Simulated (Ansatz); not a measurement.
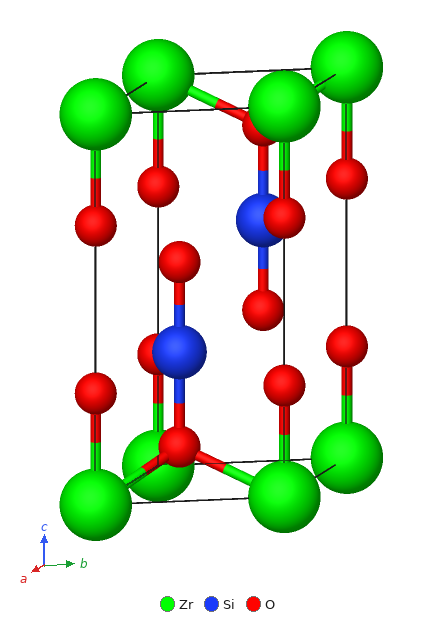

A ball-and-stick rendering, viewed slightly off an axis. One conventional unit cell is framed, with atoms on its boundary repeated. Cell: a = 3.58 Å, b = 3.58 Å, c = 7.45 Å, α = 90.00°, β = 90.00°, γ = 120.00°.

The structure was taken from a structure type filled with these elements by a generator (whether the compound takes this form wasn't checked). Earlier steps of the study may have refined or changed the cell and positions. It was run through Ansatz as a DFT input.

Q: Summary of the structure:

A: Its composition is ZrSi$_{2}$O$_{6}$. The structure has P-3m1 (No. 164) symmetry and a primitive hexagonal lattice. In the cell are 1 Zr, 2 Si, 6 O, which makes 1 formula unit. Each Zr is bonded to eight O in a cubic arrangement at about 2.1 to 2.2 Å. The neighbours of Si are two O in a linear arrangement at about 1.7 to 1.8 Å. O takes three kinds of site: 2d with three Zr and one Si in a distorted tetrahedral arrangement (about 2.2 Å to Zr, 1.8 Å to Si); 2d with one Si at about 1.7 Å; 2c with one Zr at about 2.1 Å. Not all metal-metal contacts are counted. The bonds build ZrSi2O6 layers parallel to (001).

Results below were computed with Ansatz 0.2.0, DFT PBE, scalar-relativistic, plane waves, PAW; the settings were a basis cut at 420 eV, k-grid 12×12×4, Gaussian smearing of 0.02 eV, no spin polarisation.

Q: Is the electronic structure metallic or gapped?

A: A semiconductor at this level, with a gap of 1.71 eV, direct.

Q: How charged are the atoms, by the Bader scheme?

A: Zr +2.60 e; Si +3.05 e; O -1.53 to -1.38 e.

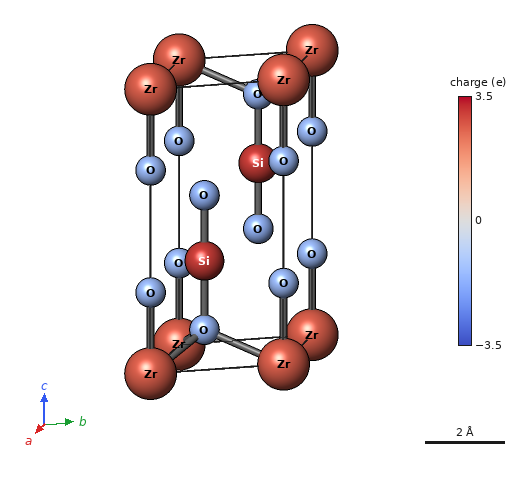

The atoms coloured by those charges. The run's cell of 9 atoms is drawn.

Q: Is the structure relaxed at this level of theory?

A: Yes. The largest force is 0.01 eV/Å. The pressure is 0.0 GPa, close to zero.
